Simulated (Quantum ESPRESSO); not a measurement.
## HgTe: phonon calculation (part 2 of 2)

HgTe (F-43m, 2 atoms in the cell); Kohn-Sham DFT of a periodic cell, PBE, SG15 PBE 1.2, no spin polarisation (Quantum ESPRESSO 7.5); cutoff 952.4 eV, 7×7×7 k-mesh, cold smearing of 0.136 eV. The structure derives from an entry of the Crystallography Open Database.

Geometry of the input (Å; fractional positions):
```
0.0000  3.2145  3.2145
3.2145  0.0000  3.2145
3.2145  3.2145  0.0000
Hg 0.0000  0.0000  0.0000
Te 0.7500  0.7500  0.7500
```

## Output, continued
```
  -105.6818 -54.0126 -54.0126 -54.0126 -27.3368 -27.3368 -27.3368 -27.3269
   -27.3269  -2.6142   2.0579   2.0579   2.0579   2.6086   2.6086   8.8066
     9.4927   9.4927   9.4927  13.7164  13.7164  13.7164  16.0172  19.2284
    19.2284  19.4557

          k = 0.1010 0.1010-0.1010 (  4444 PWs)   bands (ev):

  -105.6818 -54.0126 -54.0126 -54.0126 -27.3369 -27.3368 -27.3368 -27.3268
   -27.3268  -2.5113   2.0865   2.0865   2.0968   2.6061   2.6061   7.4247
     9.2631   9.2631  10.2476  13.6884  14.0169  14.0169  17.1403  18.2390
    18.2390  18.9870

          k = 0.2020 0.2020-0.2020 (  4432 PWs)   bands (ev):

  -105.6818 -54.0127 -54.0126 -54.0126 -27.3371 -27.3367 -27.3367 -27.3268
   -27.3268  -2.2660   2.1444   2.1444   2.2870   2.6106   2.6106   5.6556
     8.8234   8.8234  10.3527  14.4462  14.4462  14.8045  17.2188  18.1928
    18.1928  20.8276

          k = 0.3030 0.3030-0.3030 (  4437 PWs)   bands (ev):

  -105.6818 -54.0127 -54.0126 -54.0126 -27.3372 -27.3366 -27.3366 -27.3267
   -27.3267  -2.0539   2.1814   2.1814   2.6281   2.6281   2.7503   4.2105
     8.5173   8.5173  10.2241  14.5401  14.5401  16.2370  17.1824  19.2562
    19.2562  21.2632

          k = 0.2020-0.0000 0.0000 (  4456 PWs)   bands (ev):

  -105.6818 -54.0126 -54.0126 -54.0126 -27.3370 -27.3368 -27.3368 -27.3269
   -27.3268  -2.4767   2.0717   2.1147   2.1147   2.5889   2.6211   7.3494
     8.8988   8.8988  10.8543  12.8966  14.5119  14.5119  17.0024  17.6727
    19.3163  20.0435

          k = 0.3030 0.1010-0.1010 (  4440 PWs)   bands (ev):

  -105.6818 -54.0127 -54.0126 -54.0126 -27.3372 -27.3367 -27.3366 -27.3269
   -27.3267  -2.2772   2.1264   2.1787   2.2237   2.5878   2.6319   6.0637
     8.3673   8.4273  11.2562  13.0928  14.9438  15.1244  17.0252  18.6542
    19.0682  20.4522

          k = 0.4041 0.2020-0.2020 (  4429 PWs)   bands (ev):

  -105.6818 -54.0127 -54.0126 -54.0126 -27.3372 -27.3367 -27.3366 -27.3268
   -27.3266  -2.0496   2.1838   2.2230   2.4956   2.6397   2.6981   4.6337
     7.8086   8.1774  11.2061  13.8599  15.2003  15.4525  17.9491  18.8567
    19.7361  21.1532

          k =-0.2020-0.4041 0.4041 (  4442 PWs)   bands (ev):

  -105.6818 -54.0127 -54.0126 -54.0126 -27.3372 -27.3367 -27.3366 -27.3267
   -27.3267  -1.9763   2.2035   2.2231   2.5994   2.6236   2.9363   4.0248
     7.5003   8.2844  11.1434  14.1029  14.9728  16.3640  17.9579  19.0694
    19.1340  21.0975

          k =-0.1010-0.3030 0.3030 (  4426 PWs)   bands (ev):

  -105.6818 -54.0127 -54.0126 -54.0126 -27.3371 -27.3367 -27.3367 -27.3267
   -27.3267  -2.1210   2.1820   2.1915   2.4296   2.5937   2.6548   5.0801
     7.6085   8.6942  11.1627  14.2966  14.6671  15.0683  17.7381  18.3117
    19.7696  20.7360

          k =-0.0000-0.2020 0.2020 (  4443 PWs)   bands (ev):

  -105.6818 -54.0127 -54.0126 -54.0126 -27.3370 -27.3368 -27.3367 -27.3268
   -27.3268  -2.3598   2.1191   2.1388   2.1758   2.5896   2.6232   6.4650
     8.2714   9.1542  10.9192  13.6722  14.1883  14.7041  17.4745  18.1996
    18.3593  20.1662

          k = 0.4041-0.0000 0.0000 (  4452 PWs)   bands (ev):

  -105.6818 -54.0127 -54.0126 -54.0126 -27.3374 -27.3365 -27.3365 -27.3269
   -27.3265  -2.1460   2.1520   2.2582   2.2582   2.5967   2.6493   5.6840
     7.9001   7.9001  11.4946  12.3958  16.1780  16.1780  16.3286  19.5571
    20.3910  21.6881

          k = 0.5051 0.1010-0.1010 (  4434 PWs)   bands (ev):

  -105.6818 -54.0127 -54.0127 -54.0126 -27.3375 -27.3365 -27.3365 -27.3269
   -27.3265  -1.9635   2.2162   2.3184   2.3761   2.6564   2.7494   4.7539
     7.2604   7.6120  11.6539  12.7288  15.7657  16.6064  18.1252  20.0024
    20.8447  21.4265

          k =-0.1010-0.5051 0.5051 (  4433 PWs)   bands (ev):

  -105.6818 -54.0127 -54.0127 -54.0126 -27.3373 -27.3367 -27.3365 -27.3268
   -27.3265  -1.8713   2.2392   2.3192   2.5136   2.6339   3.0706   4.0470
     6.6447   7.7244  11.7520  13.7644  15.9949  16.2137  17.6900  19.3010
    20.7302  21.7966

          k = 0.0000-0.4041 0.4041 (  4432 PWs)   bands (ev):

  -105.6818 -54.0127 -54.0127 -54.0126 -27.3371 -27.3368 -27.3366 -27.3267
   -27.3266  -1.9441   2.2308   2.2616   2.5695   2.5997   2.8319   4.4435
     6.6423   8.1794  11.7685  14.2005  15.4889  15.6030  17.9992  18.0466
    20.6541  21.6256

          k = 0.6061-0.0000 0.0000 (  4436 PWs)   bands (ev):

  -105.6818 -54.0127 -54.0127 -54.0127 -27.3377 -27.3364 -27.3364 -27.3270
   -27.3264  -1.8574   2.2268   2.3939   2.3939   2.6720   2.9130   4.2893
     7.2439   7.2439  11.3956  12.0418  17.4333  18.0143  18.0143  19.8186
    21.6582  21.6582

          k =-0.0000-0.6061 0.6061 (  4412 PWs)   bands (ev):

  -105.6818 -54.0127 -54.0127 -54.0127 -27.3376 -27.3364 -27.3364 -27.3269
   -27.3264  -1.8160   2.2493   2.3947   2.4322   2.6608   3.1431   3.9430
     6.8126   7.2895  11.6074  12.5421  17.0176  17.6179  18.1584  19.9173
    21.2031  21.5281

          k = 0.4041 0.2020 0.0000 (  4441 PWs)   bands (ev):

  -105.6818 -54.0127 -54.0126 -54.0126 -27.3373 -27.3367 -27.3366 -27.3268
   -27.3266  -2.0840   2.1911   2.2372   2.3653   2.6172   2.6622   5.2112
     7.3497   8.1944  11.7849  13.2634  14.6936  16.0546  17.4258  19.8426
    20.0278  20.6144

          k =-0.2020-0.4041 0.6061 (  4423 PWs)   bands (ev):

  -105.6818 -54.0127 -54.0127 -54.0126 -27.3372 -27.3368 -27.3365 -27.3268
   -27.3266  -1.9216   2.2388   2.2712   2.5327   2.6219   2.9202   4.2647
     6.8691   7.8158  11.9797  13.8927  14.8007  16.6415  17.6060  19.4793
    20.1703  21.2366

          k =-0.1010-0.5051 0.7071 (  4413 PWs)   bands (ev):

  -105.6818 -54.0127 -54.0127 -54.0127 -27.3375 -27.3366 -27.3364 -27.3269
   -27.3264  -1.8495   2.2634   2.3422   2.4549   2.6437   3.0284   4.1603
     6.8865   7.1946  12.0749  12.9261  15.6231  17.2016  18.3394  20.3267
    20.7754  21.5142

          k = 0.0000-0.4041 0.6061 (  4417 PWs)   bands (ev):

  -105.6818 -54.0127 -54.0127 -54.0126 -27.3372 -27.3368 -27.3364 -27.3268
   -27.3265  -1.8314   2.2726   2.3317   2.5394   2.5960   3.1864   3.9474
     6.5494   7.2804  12.3438  13.9316  15.1875  16.1008  18.2635  19.6985
    21.4928  21.6525

     the Fermi energy is     9.4240 ev

!    total energy              =    -485.08212291 Ry
     estimated scf accuracy    <          8.7E-12 Ry
     smearing contrib. (-TS)   =       0.00019162 Ry
     internal energy E=F+TS    =    -485.08231453 Ry

     The total energy is F=E-TS. E is the sum of the following terms:
     one-electron contribution =    -303.52421179 Ry
     hartree contribution      =     154.29745223 Ry
     xc contribution           =     -46.04616598 Ry
     ewald contribution        =    -289.80938899 Ry

     convergence has been achieved in  10 iterations

     Forces acting on atoms (cartesian axes, Ry/au):

     atom    1 type  1   force =     0.00000000    0.00000000    0.00000000
     atom    2 type  2   force =     0.00000000   -0.00000000    0.00000000

     Total force =     0.000000     Total SCF correction =     0.000000

     Computing stress (Cartesian axis) and pressure

          total   stress  (Ry/bohr**3)                   (kbar)     P=       46.27
   0.00031451  -0.00000000   0.00000000           46.27       -0.00        0.00
  -0.00000000   0.00031451   0.00000000           -0.00       46.27        0.00
   0.00000000  -0.00000000   0.00031451            0.00       -0.00       46.27

=------------------------------------------------------------------------------=
   JOB DONE.
=------------------------------------------------------------------------------=
```

## File dynmat.out
```
This program is part of the open-source Quantum ESPRESSO suite
     for quantum simulation of materials; please cite
         "P. Giannozzi et al., J. Phys.:Condens. Matter 21 395502 (2009);
         "P. Giannozzi et al., J. Phys.:Condens. Matter 29 465901 (2017);
         "P. Giannozzi et al., J. Chem. Phys. 152 154105 (2020);
          URL
     in publications or presentations arising from this work. More details at

     Reading Dynamical Matrix from file dyn
     ...Force constants read
     ...epsilon and Z* not read (not found on file)
     Acoustic Sum Rule: || Z*(ASR) - Z*(orig)|| =    0.000000E+00
     Acoustic Sum Rule: ||dyn(ASR) - dyn(orig)||=    2.881210E-03
     A direction for q was not specified:TO-LO splitting will be absent

     Polarizability (A^3 units)
     multiply by 1.000000 for Clausius-Mossotti correction
         0.000000    0.000000    0.000000
         0.000000    0.000000    0.000000
         0.000000    0.000000    0.000000

     IR activities are in (D/A)^2/amu units

# mode   [cm-1]    [THz]      IR
    1     -0.00   -0.0000    0.0000
    2     -0.00   -0.0000    0.0000
    3     -0.00   -0.0000    0.0000
    4     96.00    2.8779    0.0000
    5     96.00    2.8779    0.0000
    6     96.00    2.8779    0.0000

=------------------------------------------------------------------------------=
   JOB DONE.
=------------------------------------------------------------------------------=
```

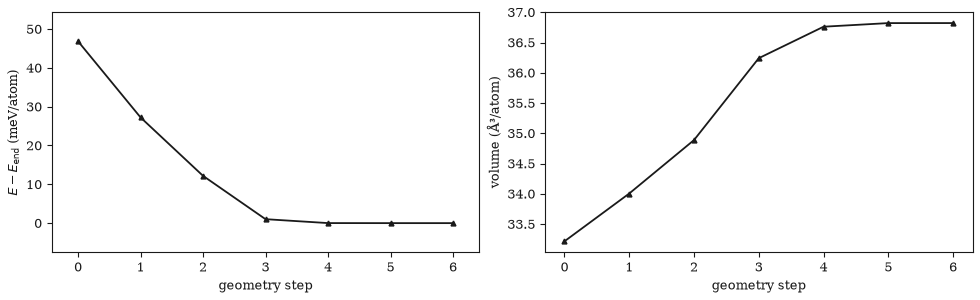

Progress of the relaxation, step by step (steps are counted from 0).

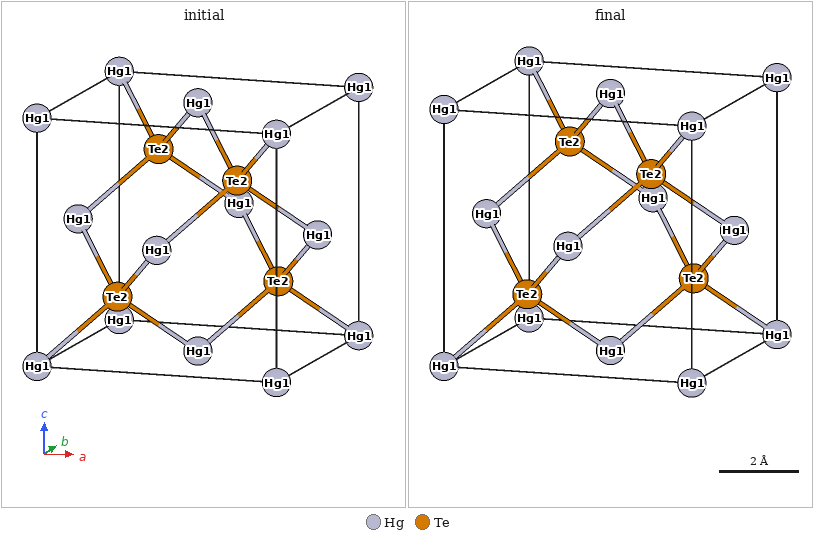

Before (left) and after (right) the relaxation, at one scale (ball-and-stick view of the cell 4 times as large as that of the calculation, set on its symmetry axes, seen slightly off an axis). The energy falls by 46.9 meV per atom in 6 geometry steps. All forces vanish by symmetry, so only the cell relaxes. No atom moves by more than 0.005 Å relative to the cell. Cell: a = b = c 6.429 → 6.654 Å (+3.5 %). Volume +10.9 %. Distances before and after: Hg1–Te2 2.784 → 2.881 Å. The space group stays F-43m (No. 216). (Atoms are counted from 1 in the order of the input.)

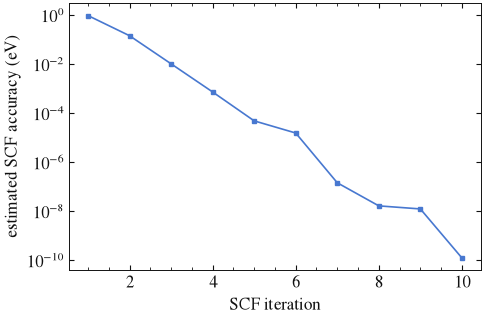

Convergence of the self-consistent field: estimated SCF accuracy against the iteration. The field takes 10 iterations in all.

## Key numbers

```json
{"quantity": "outcome", "value": "converged"}
{"quantity": "space group (tolerance 0.01 Å)", "value": "F-43m (216)"}
{"quantity": "electrons treated", "value": "36"}
{"quantity": "free energy", "value": "−6599.9723 eV"}
{"quantity": "Fermi energy", "value": "7.795 eV"}
{"quantity": "gap on the k-point mesh", "value": "none (metallic)"}
{"quantity": "pressure", "value": "0.01 GPa"}
{"quantity": "final volume", "value": "73.64 Å³"}
{"quantity": "largest force (length of the vector) at the end", "value": "under 0.001 eV/Å"}
{"quantity": "final cell", "value": "a = 4.705 Å, b = 4.705 Å, c = 4.705 Å, α = 60.00°, β = 60.00°, γ = 60.00°"}
{"quantity": "wall time", "value": "18 min"}
{"quantity": "peak memory", "value": "0.13 GiB"}
```

## Remarks

Spin–orbit coupling is left out, which matters for Hg.
